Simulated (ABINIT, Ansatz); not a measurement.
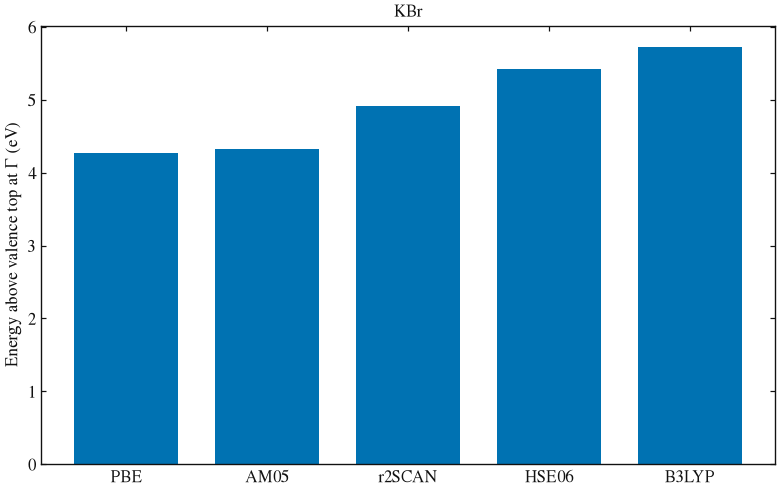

Lowest conduction level at Γ, counted from the valence-band top at Γ, by several methods on one cell of rocksalt KBr, space group Fm-3m (No. 225), 2 atoms in the primitive cell; cubic a = 6.600 Å. All runs are with spin-orbit coupling and carry no moments.

### How do the methods rank at Γ?

From low to high: PBE 4.27, AM05 4.33, r2SCAN 4.92, HSE06 5.43, B3LYP 5.73 eV. Too close to rank are PBE against AM05 (different programs, potentials, meshes and cutoffs).

| method | program | Γ (eV) |
| --- | --- | --- |
| PBE | Ansatz LAPW | 4.27 |
| AM05 | ABINIT | 4.33 |
| r2SCAN | Ansatz | 4.92 |
| HSE06 | Ansatz | 5.43 |
| B3LYP | Ansatz | 5.73 |

Settings. PBE: all-electron LAPW, relativistic spinors, 5×5×5 k mesh, Fermi-Dirac smearing of 0.05 eV (Ansatz). AM05: JTH PAW PBE v2.0, 7×7×7 k mesh, 435 eV cutoff, Fermi-Dirac smearing of 0.05 eV (ABINIT 10.8.3 (patched build)). r2SCAN: Ansatz PAW, 5×5×5 k mesh, 500 eV cutoff, Fermi-Dirac smearing of 0.05 eV (Ansatz). HSE06: Ansatz PAW, 3×3×3 k mesh, 420 eV cutoff, Fermi-Dirac smearing of 0.05 eV (Ansatz). B3LYP: Ansatz PAW, 5×5×5 k mesh, 420 eV cutoff, Gaussian smearing of 0.02 eV (Ansatz).

These are five of the 17 methods that were run on this cell. The runs come from different programs and meshes, which adds differences of its own. LDA, GGA and most meta-GGA functionals understate gaps. AM05, r2SCAN and HSE06: the PAW data sets were made with another functional. HSE06: the k mesh is coarse, so the values aren't converged, least of all with exact exchange. B3LYP: the potentials were made for another functional.
